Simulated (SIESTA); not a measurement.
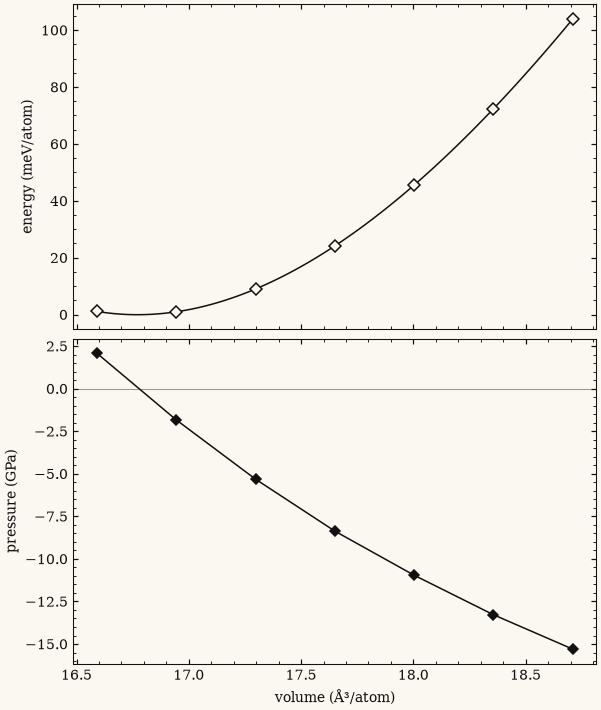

The picture above shows the energy and pressure against volume for Au, space group Cmcm (No. 63).

Cell as given: a = 2.920 Å, b = 2.920 Å, c = 4.893 Å, α = 90.00°, β = 90.00°, γ = 122.19°; 2 atoms.

Computed with SIESTA 5.4.2: DFT in numerical atomic orbitals with pseudopotentials, no spin polarisation; energies at scaled volumes of the given cell, shape and fractions fixed, counted from the fit's minimum, third-order Birch-Murnaghan fit. Level: LDA.

| setting | value |
| --- | --- |
| k mesh | 11×11×6 |
| occupations | Fermi–Dirac |
| smearing width | 0.05 eV |
| potentials | PseudoDojo 0.4 standard, converted to PSML, two zetas on semicore shells |
| program settings | basis DZP, mesh cutoff 800 Ry |

Give the values behind the plot as a table.

```csv
volume (Å³/atom),energy (meV/atom),pressure (GPa)
16.59,1,2.07
16.94,1,-1.84
17.30,9,-5.32
17.65,24,-8.37
18.00,46,-10.96
18.36,72,-13.28
18.71,104,-15.30
```

Keep in mind: mulliken charges of long orbitals; short basis over semicore shells; spin-orbit coupling left out, heavy elements; shape and atomic fractions are frozen while scaling, which makes layered, chain and framework solids too stiff.
